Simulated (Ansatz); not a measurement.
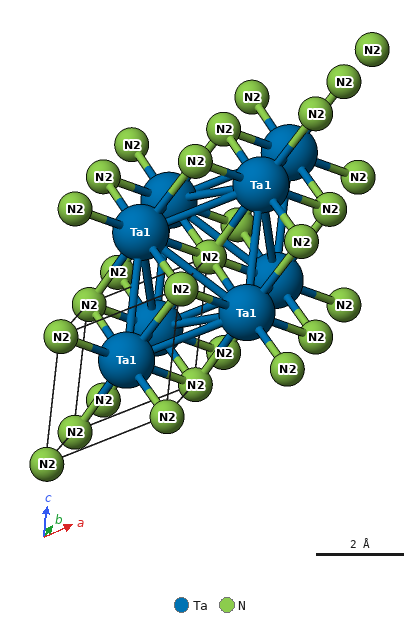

Figure 1. The input geometry of run 1 (ball-and-stick view of the cell of the calculation, repeated 2 × 2 × 2, seen slightly off an axis; atoms are numbered from 1 in the order of the input). An atom can appear more than once, as a periodic image. Near neighbours in the periodic cell (some may lie outside the picture): Ta has 6 N at 2.13 to 2.23 Å and 12 Ta at 3.08 Å; N has 6 Ta at 2.13 to 2.23 Å.

## Two runs on TaN

System: TaN (2 atoms in the cell).
Method of run 1: DFT r2SCAN, scalar-relativistic, plane waves, PAW, no spin polarisation (Ansatz 0.2.0).

The structure derives from an entry of the Crystallography Open Database. Text and figures count atoms from 1; the logs count them from 0 in places.

### Input, run 1
```yaml
crystal:
  lattice:
    - [0.0, 2.179, 2.179]
    - [2.179, 0.0, 2.179]
    - [2.179, 2.179, 0.0]
  atoms:
    - { symbol: Ta, position: [0.5, 0.5, 0.5] }
    - { symbol: "N", position: [0.0114731528, 0.0114731528, -0.0114731528] }
basis:
  ecutwfc: 500
kpoints:
  mp_grid: { grid: [18, 18, 18] }
hamiltonian:
  xc: r2scan
scf:
  occupations: { method: gaussian, width: 0.15 }
output:
  forces: true
  stress: true
  eigenvalues: true
  write_density: true
  write_potential: true
  elf: true
  volumetric_format: npy
```

Command:
```bash
ansatz run input.yaml --threads 1 --pin off --max-ram 2560MiB --backend cpu --events-out ev --progress --plain --runs-dir out
```

Hardware: 1 thread of Intel Xeon @ 2.50GHz (Skylake/Cascade Lake), 32 GiB of memory available, shared host.

### Output, shortened to warnings, some set-up lines, iterations and results (run 1)
```
Basis set: ecut = 500 eV, 531 PW (Γ), exchange–correlation on 96×96×96 points (64 copies of the dense FFT grid, shifted against one another)
Symmetry: 8 space group operations
k-points: 480 of 5832 (time reversal used)
Initial density: superposition of atomic densities (neutral atoms: chi_scale 0, normalization atom), corrected by the library's trained network
[...]
SCF iter   1: F=—  HF=-10330.956004 eV  |F-HF|=—  |Δ(HF+E_count)|=         —  Δρ=7.33e-3  dr2=3.39e-3  dr2_τ=1.45e-1  ethr=1.77e-3  ⟨swp⟩=5.6  Hψ=78288  notcnv=0  defer=82
SCF iter   2: F=—  HF=-10331.031980 eV  |F-HF|=—  |Δ(HF+E_count)|=   7.60e-2  Δρ=6.22e-3  dr2=5.13e-3  dr2_τ=3.32e-4  ethr=1.88e-5  ⟨swp⟩=2.0  Hψ=18483  notcnv=0  defer=1192
SCF iter   3: F=—  HF=-10331.032208 eV  |F-HF|=—  |Δ(HF+E_count)|=   2.28e-4  Δρ=3.75e-3  dr2=9.22e-4  dr2_τ=1.67e-4  ethr=1.88e-5  ⟨swp⟩=2.2  Hψ=8908  notcnv=0  defer=1192
SCF iter   4: F=—  HF=-10331.032887 eV  |F-HF|=—  |Δ(HF+E_count)|=   6.78e-4  Δρ=1.61e-3  dr2=5.39e-4  dr2_τ=4.59e-5  ethr=5.12e-6  ⟨swp⟩=2.1  Hψ=9648  notcnv=0  defer=1192
SCF iter   5: F=—  HF=-10331.032801 eV  |F-HF|=—  |Δ(HF+E_count)|=   8.61e-5  Δρ=9.09e-4  dr2=1.93e-4  dr2_τ=5.40e-6  ethr=2.99e-6  ⟨swp⟩=1.0  Hψ=6945  notcnv=0  defer=1192
SCF iter   6: F=—  HF=-10331.032766 eV  |F-HF|=—  |Δ(HF+E_count)|=   3.45e-5  Δρ=3.35e-4  dr2=2.64e-5  dr2_τ=7.99e-7  ethr=1.07e-6  ⟨swp⟩=1.3  Hψ=7425  notcnv=0  defer=1192
SCF iter   7: F=—  HF=-10331.032763 eV  |F-HF|=—  |Δ(HF+E_count)|=   3.16e-6  Δρ=8.17e-5  dr2=1.50e-6  dr2_τ=4.87e-8  ethr=1.47e-7  ⟨swp⟩=2.1  Hψ=8795  notcnv=0  defer=1192
SCF iter   8: F=-10331.032763 eV  HF=-10331.032763 eV  |F-HF|=3.33e-8  |Δ(HF+E_count)|=   1.01e-7  Δρ=1.76e-5  dr2=6.56e-8  dr2_τ=3.10e-9  ethr=5.56e-10  ⟨swp⟩=11.7  Hψ=53535 …
SCF 1 converged in 8 iterations: F = -10331.032763 eV  dr2 = 6.56e-8
SCF converged after 8 iterations
Free energy (F): -10331.032763 eV
Harris-Foulkes:  -10331.032763 eV  (|F-HF|=3.33e-8)
Internal energy: -10331.023772 eV  (E = F + TS)
E sigma→0 (E₀):  -10331.028267 eV
Entropy (-TS):   -0.008991 eV (-4.496 meV/atom)
Fermi energy:    22.422090 eV
--- Per-component energies (eV) ---
  E_band       = -49.481625
  E_kinetic    = 505.275183
  E_local      = -566.387945  (includes V_loc(G=0)·N_el)
  E_nonlocal   = 60.166961
  E_hartree    = 193.110305
  E_xc         = -266.464020
  E_vxc        = -309.654236  (∫ρ·V_xc dr)
  E_paw        = -8552.655187  (= ΣΔE_a)
  E_vpaw       = -141.106415  (= ΣTr[D̂ρ^β])
  E_aug_tail   = 0.000081  (compensation charges beyond the density's cutoff)
  E_vtau       = 16.001881  (kinetic-family band-sum trace: ∫τ·v_τ [+ j·A + Jᵃ·Aᵃ] dr)
  E_ewald      = -1703.283306
  E_core_change = -0.785845  (= ΣΔE_core)
  E_smearing   = -0.008991  (= −TS)
  E_closure    = -0.000000  (closes the sum)
  Σ components = -10331.032763   (vs F -10331.032763, Δ=0.00e0)
--- Forces (eV/Å), atoms counted from 1 ---
  atom   1  Ta     0.00000000     0.00000000     0.44709834
  atom   2  N      0.00000000     0.00000000    -0.44706872
  max |Σ_I F_I| component: 2.96e-5 eV/Å
--- Stress (GPa, compression-positive) ---
        9.786089       0.000000       0.000000
        0.000000       9.786089       0.000000
        0.000000       0.000000      11.125751
  P = ⅓ Tr σ = 10.2326 GPa (102.326 kbar)
```

For run 2 the input was changed thus:
```diff
-    - { symbol: "N", position: [0.0114731528, 0.0114731528, -0.0114731528] }
+    - { symbol: "N", position: [-0.0028682882, -0.0028682882, 0.0028682882] }
```

How does run 2 compare with run 1?

With the same functional and potentials, run 2 lies 5.2 meV per atom lower. The pressure goes from 10.23 to 9.81 GPa. The largest force goes from 0.447 to 0.109 eV/Å. The number of SCF iterations is the same.

### Output, shortened to warnings, some set-up lines, iterations and results (run 2)
```
Basis set: ecut = 500 eV, 531 PW (Γ), exchange–correlation on 96×96×96 points (64 copies of the dense FFT grid, shifted against one another)
Symmetry: 8 space group operations
k-points: 480 of 5832 (time reversal used)
Initial density: superposition of atomic densities (neutral atoms: chi_scale 0, normalization atom), corrected by the library's trained network
[...]
SCF iter   1: F=—  HF=-10330.966188 eV  |F-HF|=—  |Δ(HF+E_count)|=         —  Δρ=7.31e-3  dr2=3.41e-3  dr2_τ=1.44e-1  ethr=1.77e-3  ⟨swp⟩=5.6  Hψ=78189  notcnv=0  defer=86
SCF iter   2: F=—  HF=-10331.042358 eV  |F-HF|=—  |Δ(HF+E_count)|=   7.62e-2  Δρ=6.24e-3  dr2=5.18e-3  dr2_τ=3.22e-4  ethr=1.89e-5  ⟨swp⟩=2.0  Hψ=18539  notcnv=0  defer=1184
SCF iter   3: F=—  HF=-10331.042610 eV  |F-HF|=—  |Δ(HF+E_count)|=   2.51e-4  Δρ=3.74e-3  dr2=9.13e-4  dr2_τ=1.84e-4  ethr=1.89e-5  ⟨swp⟩=2.1  Hψ=8925  notcnv=0  defer=1184
SCF iter   4: F=—  HF=-10331.043234 eV  |F-HF|=—  |Δ(HF+E_count)|=   6.25e-4  Δρ=1.68e-3  dr2=4.70e-4  dr2_τ=4.80e-5  ethr=5.07e-6  ⟨swp⟩=2.1  Hψ=9806  notcnv=0  defer=1184
SCF iter   5: F=—  HF=-10331.043182 eV  |F-HF|=—  |Δ(HF+E_count)|=   5.21e-5  Δρ=1.01e-3  dr2=2.35e-4  dr2_τ=7.89e-6  ethr=2.61e-6  ⟨swp⟩=1.0  Hψ=6952  notcnv=0  defer=1184
SCF iter   6: F=—  HF=-10331.043140 eV  |F-HF|=—  |Δ(HF+E_count)|=   4.19e-5  Δρ=3.60e-4  dr2=3.09e-5  dr2_τ=8.62e-7  ethr=1.30e-6  ⟨swp⟩=1.4  Hψ=7524  notcnv=0  defer=1184
SCF iter   7: F=—  HF=-10331.043136 eV  |F-HF|=—  |Δ(HF+E_count)|=   4.35e-6  Δρ=8.17e-5  dr2=1.49e-6  dr2_τ=4.57e-8  ethr=1.72e-7  ⟨swp⟩=2.0  Hψ=8559  notcnv=0  defer=1184
SCF iter   8: F=-10331.043135 eV  HF=-10331.043136 eV  |F-HF|=3.23e-8  |Δ(HF+E_count)|=   9.88e-8  Δρ=1.69e-5  dr2=6.14e-8  dr2_τ=2.75e-9  ethr=5.56e-10  ⟨swp⟩=11.7  Hψ=53698 …
SCF 1 converged in 8 iterations: F = -10331.043135 eV  dr2 = 6.14e-8
SCF converged after 8 iterations
Free energy (F): -10331.043135 eV
Harris-Foulkes:  -10331.043136 eV  (|F-HF|=3.23e-8)
Internal energy: -10331.034099 eV  (E = F + TS)
E sigma→0 (E₀):  -10331.038617 eV
Entropy (-TS):   -0.009037 eV (-4.518 meV/atom)
Fermi energy:    22.431099 eV
--- Per-component energies (eV) ---
  E_band       = -49.485733
  E_kinetic    = 505.211321
  E_local      = -565.882025  (includes V_loc(G=0)·N_el)
  E_nonlocal   = 60.133622
  E_hartree    = 192.884636
  E_xc         = -266.451463
  E_vxc        = -309.631286  (∫ρ·V_xc dr)
  E_paw        = -8552.638679  (= ΣΔE_a)
  E_vpaw       = -141.086247  (= ΣTr[D̂ρ^β])
  E_aug_tail   = 0.000078  (compensation charges beyond the density's cutoff)
  E_vtau       = 15.997557  (kinetic-family band-sum trace: ∫τ·v_τ [+ j·A + Jᵃ·Aᵃ] dr)
  E_ewald      = -1703.505743
  E_core_change = -0.785845  (= ΣΔE_core)
  E_smearing   = -0.009037  (= −TS)
  E_closure    = 0.000000  (closes the sum)
  Σ components = -10331.043135   (vs F -10331.043135, Δ=0.00e0)
--- Forces (eV/Å), atoms counted from 1 ---
  atom   1  Ta    -0.00000000     0.00000000    -0.10948588
  atom   2  N      0.00000000     0.00000000     0.10946938
  max |Σ_I F_I| component: 1.65e-5 eV/Å
--- Stress (GPa, compression-positive) ---
        9.785609       0.000000       0.000000
        0.000000       9.785609       0.000000
        0.000000      -0.000000       9.870134
  P = ⅓ Tr σ = 9.8138 GPa (98.138 kbar)
```

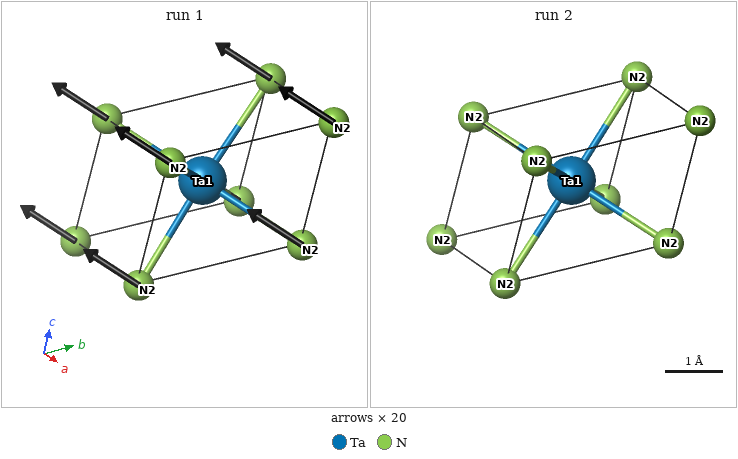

Figure 2. The two input geometries at one scale (ball-and-stick view of the cell of the calculation, seen slightly off an axis). The black arrows on the first give the shifts of the atoms relative to the cell, magnified 20 times. The largest move is that of N2, 0.062 Å. Ta stays in place. The cell doesn't change. Among the contacts that change: Ta1–N2 2.129 → 2.191 Å.

### The two runs side by side

| quantity | run 1 | run 2 |
| --- | --- | --- |
| outcome | converged | converged |
| free energy per atom (eV) | −5165.5164 | −5165.5216 |
| energy per atom, smearing taken to zero (eV) | −5165.5141 | −5165.5193 |
| gap on the mesh (eV) | 0.00 | 0.00 |
| pressure (GPa) | 10.23 | 9.81 |
| largest force (eV/Å) | 0.447 | 0.109 |
| SCF iterations | 8 | 8 |
| irreducible k-points | 480 | 480 |
| plane waves at Γ | 531 | 531 |
| wall time (shared host) | 55 s | 66 s |

For both runs: Spin–orbit coupling is left out, which matters for Ta. For run 1: The cell is under a pressure of 10.2 GPa at this level, so it is not at its equilibrium volume. For run 2: The cell is under a pressure of 9.8 GPa at this level, so it is not at its equilibrium volume.
